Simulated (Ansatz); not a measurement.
System: Al.

```yaml
crystal:
  lattice:
    - [2.72176, 0.00000, 0.00000]
    - [0.00000, 2.72176, 0.00000]
    - [0.00000, 0.00000, 2.72176]
  atoms:
    - { symbol: Al, position: [0.00000, 0.00000, 0.00000] }
```

Space group Pm-3m; a generated structure, not necessarily the stable one.

Method: Kohn-Sham DFT of a periodic cell, PBEsol0, Ansatz PAW in Ansatz.

### What can the converged valence pseudo-density and electron localisation function tell about the bonding?

Al–Al (2.72 Å): ρ at the midpoint is about 0.22 e/Å³; the ELF peaks at about 0.80 between the atoms.

### Does the calculation give a band gap?

It is gapless in this calculation (a metal or semimetal).

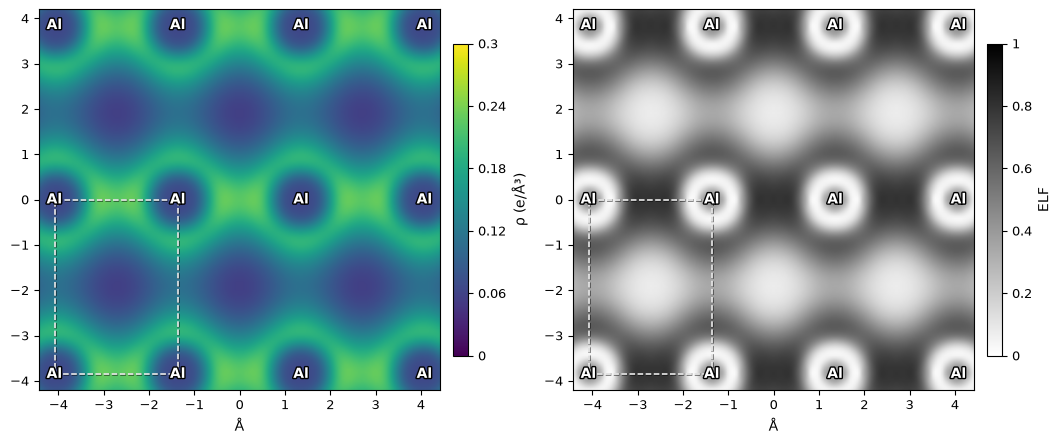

Computed valence pseudo-density and electron localisation function on the (101) plane of the conventional cell, in this order. 
